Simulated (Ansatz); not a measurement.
## A series of single points on Rh6H

System: Rh6H (slab, 14 atoms in the cell).
Method: DFT PBE, scalar-relativistic, plane waves, PAW, PAW set soft_1, no spin polarisation (Ansatz 0.2.0).

The 6 runs differ only in the geometry, by a shift of atoms along one path in a fixed cell. The shift s is measured from run 4: H13 moves along the Cartesian direction (0.00, 0.00, −1.00), and H14 with it in fixed proportion. The structure derives from an entry of the Crystallography Open Database.

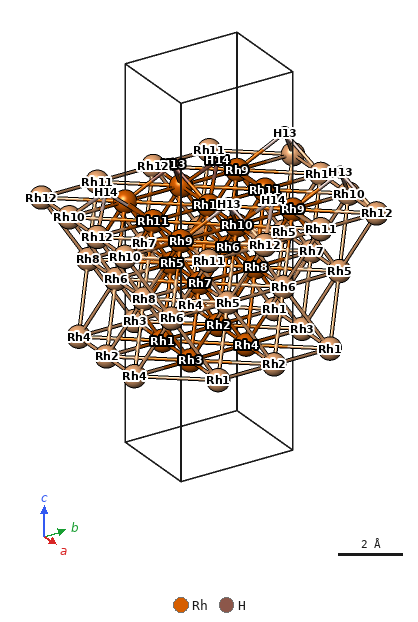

Figure 1. The structure of run 4 (ball-and-stick view of the cell of the calculation, with the vacuum cut short, seen slightly off an axis; neighbours outside the cell are drawn fainter; atoms are numbered from 1 in the order of the input). An atom can appear more than once, as a periodic image.

**Input of run 4**
```yaml
crystal:
  lattice:
    - [5.4165863251, 0.0, 0.0]
    - [-2.7082931626, 4.6909013593, 0.0]
    - [0.0, 0.0, 22.296611923]
  atoms:
    - { symbol: Rh, position: [0.3333333333, 0.1666666667, 0.1793994538] }
    - { symbol: Rh, position: [0.3333333333, 0.6666666667, 0.1793994538] }
    - { symbol: Rh, position: [0.8333333333, 0.1666666667, 0.1793994538] }
    - { symbol: Rh, position: [0.8333333333, 0.6666666667, 0.1793994538] }
    - { symbol: Rh, position: [0.1666666667, 0.3333333333, 0.2757769167] }
    - { symbol: Rh, position: [0.1666666667, 0.8333333333, 0.2757769167] }
    - { symbol: Rh, position: [0.6666666667, 0.3333333333, 0.2757769167] }
    - { symbol: Rh, position: [0.6666666667, 0.8333333333, 0.2757769167] }
    - { symbol: Rh, position: [0.0, 0.0, 0.3721019118] }
    - { symbol: Rh, position: [0.0, 0.5, 0.3721019118] }
    - { symbol: Rh, position: [0.5, 0.0, 0.3721019118] }
    - { symbol: Rh, position: [0.5, 0.5, 0.3721019118] }
    - { symbol: H, position: [0.1703244811, 0.3406489622, 0.4209882629] }
    - { symbol: H, position: [0.3296755189, 0.6593510378, 0.4209882629] }
basis:
  ecutwfc: 420
kpoints:
  mp_grid: { grid: [6, 6, 1] }
hamiltonian:
  xc: pbe
  pseudopotentials: { kind: paw, azcp: { folder: soft_1 } }
scf:
  occupations: { method: gaussian, width: 0.1 }
output:
  forces: true
  eigenvalues: true
efield:
  axis: 3
  dipole_correction: true
  ramp_width: 0.04
```

Command:
```bash
ansatz run input.yaml --threads 4 --pin off --max-ram 12288MiB --backend cpu --events-out ev --progress --plain --runs-dir out
```

Run 3 differs from it as follows:
```diff
-    - { symbol: H, position: [0.1703244811, 0.3406489622, 0.4209882629] }
-    - { symbol: H, position: [0.3296755189, 0.6593510378, 0.4209882629] }
+    - { symbol: H, position: [0.1703244811, 0.3406489622, 0.4353402192] }
+    - { symbol: H, position: [0.3296755189, 0.6593510378, 0.4353402192] }
```

**Results, with one run withheld**

```csv
run,shift s of H13 (Å),"free energy per atom, from the lowest run given (meV)",force along the path (eV/Å)
1,−0.9600,165.85,2.126
2,−0.6400,107.33,2.879
3,−0.3200,?,?
4,0.0000,0.00,0.885
5,0.3200,9.66,−1.780
6,0.6400,74.39,−3.513
```

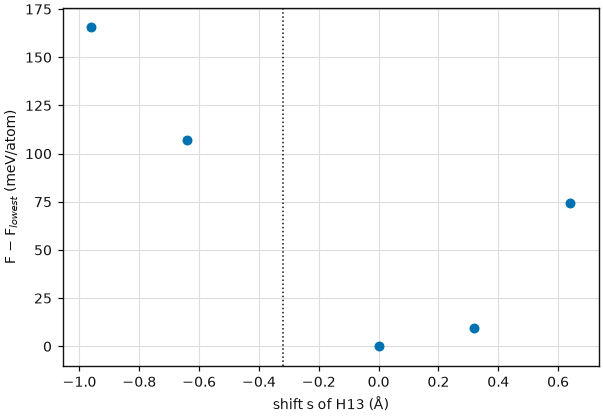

Figure 2. Free energy per atom of the runs given; the dotted line marks run 3.

Fit the runs given and predict run 3.

A cubic polynomial in the coordinate, fitted to the 5 runs given, misses them by at most 3.29 meV per atom. With x = s + 0.1280, it reads F = 15.527 − 119.12 x + 169.39 x² + 113.52 x³ (meV per atom). At run 3 it gives 43.84 meV per atom, and the run itself gives 42.34. The slope of the fit gives a force −dF/ds of 2.403 eV/Å along the path (summed over the atoms that move), and the printed forces give 2.586 eV/Å. The fit has its minimum at s = 0.1474 Å. The fit misses that run by 1.50 meV per atom.

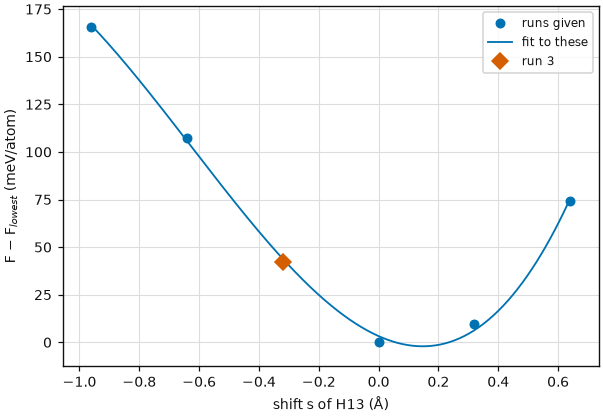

Figure 3. The fit and the withheld run.

**Output, shortened to warnings, some set-up lines, iterations and results (run 3)**
```
Basis set: ecut = 420 eV, 11049 PW (Γ), exchange–correlation on 80×80×300 points (8 copies of the dense FFT grid, shifted against one another)
Symmetry: 2 space group operations
k-points: 13 of 36 (time reversal used)
Initial density: superposition of atomic densities (neutral atoms: chi_scale 0, normalization atom)
[...]
SCF iter   1: F=—  HF=-76865.770084 eV  |F-HF|=—  |Δ(HF+E_count)|=         —  Δρ=5.59e-2  dr2=1.90e1  ethr=3.10e-3  p=-0.000 e·Å  D=-2.93e-6 V/Å  ΔV_dip=0.00 eV  …
SCF iter   2: F=—  HF=-76869.090677 eV  |F-HF|=—  |Δ(HF+E_count)|=    3.32e0  Δρ=6.73e-2  dr2=3.02e1  ethr=3.10e-3  p=-0.004 e·Å  D=-1.25e-3 V/Å  ΔV_dip=0.03 eV  …
SCF iter   3: F=—  HF=-76860.626035 eV  |F-HF|=—  |Δ(HF+E_count)|=    8.46e0  Δρ=1.20e-2  dr2=7.43e-1  ethr=3.10e-3  p=0.005 e·Å  D=1.55e-3 V/Å  ΔV_dip=-0.03 eV  …
SCF iter   4: F=—  HF=-76860.402376 eV  |F-HF|=—  |Δ(HF+E_count)|=   2.24e-1  Δρ=2.14e-3  dr2=3.36e-2  ethr=3.61e-4  p=0.004 e·Å  D=1.25e-3 V/Å  ΔV_dip=-0.03 eV  …
SCF iter   5: F=—  HF=-76860.398653 eV  |F-HF|=—  |Δ(HF+E_count)|=   3.72e-3  Δρ=6.33e-4  dr2=3.89e-3  ethr=1.63e-5  p=0.005 e·Å  D=1.60e-3 V/Å  ΔV_dip=-0.04 eV  …
SCF iter   6: F=—  HF=-76860.398995 eV  |F-HF|=—  |Δ(HF+E_count)|=   3.42e-4  Δρ=2.53e-4  dr2=1.08e-3  ethr=1.89e-6  p=0.005 e·Å  D=1.61e-3 V/Å  ΔV_dip=-0.04 eV  …
SCF iter   7: F=—  HF=-76860.398987 eV  |F-HF|=—  |Δ(HF+E_count)|=   7.66e-6  Δρ=1.38e-4  dr2=2.20e-4  ethr=5.26e-7  p=0.004 e·Å  D=1.35e-3 V/Å  ΔV_dip=-0.03 eV  …
SCF iter   8: F=—  HF=-76860.399011 eV  |F-HF|=—  |Δ(HF+E_count)|=   2.41e-5  Δρ=4.36e-5  dr2=1.73e-5  ethr=1.07e-7  p=0.004 e·Å  D=1.30e-3 V/Å  ΔV_dip=-0.03 eV  …
SCF iter   9: F=—  HF=-76860.399500 eV  |F-HF|=—  |Δ(HF+E_count)|=   4.89e-4  Δρ=1.34e-5  dr2=1.82e-6  ethr=8.40e-9  p=0.004 e·Å  D=1.23e-3 V/Å  ΔV_dip=-0.03 eV  …
SCF iter  10: F=—  HF=-76860.399502 eV  |F-HF|=—  |Δ(HF+E_count)|=   1.74e-6  Δρ=4.66e-6  dr2=1.92e-7  ethr=8.84e-10  p=0.004 e·Å  D=1.19e-3 V/Å  ΔV_dip=-0.03 eV  …
SCF iter  11: F=-76860.399502 eV  HF=-76860.399502 eV  |F-HF|=3.66e-8  |Δ(HF+E_count)|=   4.74e-7  Δρ=1.36e-6  dr2=1.50e-8  ethr=4.85e-11  p=0.004 e·Å  D=1.17e-3 V/Å  …
SCF 1 converged in 11 iterations: F = -76860.399502 eV  dr2 = 1.50e-8
SCF converged after 11 iterations
Free energy (F): -76860.399502 eV
Harris-Foulkes:  -76860.399502 eV  (|F-HF|=3.66e-8)
Internal energy: -76860.299940 eV  (E = F + TS)
E sigma→0 (E₀):  -76860.349721 eV
Entropy (-TS):   -0.099563 eV (-7.112 meV/atom)
Fermi energy:    3.103764 eV
Dipole field:    D = 0.001184 V/Å  (p = 0.003707 e·Å, saw-weighted, corrected)
Work function:   Φ+ = 4.9684 eV   Φ− = 4.9948 eV
Levels:          The Fermi level and band energies are counted from a zero that moves with the ramp; work functions are not
--- Per-component energies (eV) ---
  E_band       = -4910.151403
  E_kinetic    = 6455.759090
  E_local      = -307221.145475  (includes V_loc(G=0)·N_el)
  E_nonlocal   = 3588.265411
  E_hartree    = 149391.063702
  E_xc         = -2427.285829
  E_vxc        = -3045.195619  (∫ρ·V_xc dr)
  E_paw        = -43242.550294  (= ΣΔE_a)
  E_vpaw       = -3470.132375  (= ΣTr[D̂ρ^β])
  E_aug_tail   = -0.001030  (compensation charges beyond the density's cutoff)
  E_efield     = 0.000002  (sawtooth field / dipole correction)
  E_vefield    = 0.163468  (∫n·V_field dr)
  E_ewald      = 116595.594484
  E_smearing   = -0.099563  (= −TS)
  E_closure    = 0.000000  (closes the sum)
  Σ components = -76860.399502   (vs F -76860.399502, Δ=0.00e0)
--- Forces (eV/Å), atoms counted from 1 ---
  atom   1  Rh    -0.05414018     0.02532077    -0.09505232
  atom   2  Rh     0.00000000    -0.06914766    -0.10762241
  atom   3  Rh     0.05414018     0.02532077    -0.09505232
  atom   4  Rh    -0.00000000     0.05883982    -0.07416353
  atom   5  Rh     0.00000000    -0.09805625    -0.19561412
  atom   6  Rh    -0.07718583     0.01798277    -0.05798587
  atom   7  Rh    -0.00000000     0.07850525     0.40271141
  atom   8  Rh     0.07718583     0.01798277    -0.05798587
  atom   9  Rh    -0.00000000     0.20428003     0.49395216
  atom  10  Rh     0.26787651    -0.02515326     1.01356753
  atom  11  Rh     0.00000000    -0.14928174     0.34567869
  atom  12  Rh    -0.26787651    -0.02515326     1.01356753
  atom  13  H      0.00000000    -0.13961700    -1.29500589
  atom  14  H     -0.00000000     0.07817338    -1.29109485
  max |Σ_I F_I| component: 9.98e-5 eV/Å
```
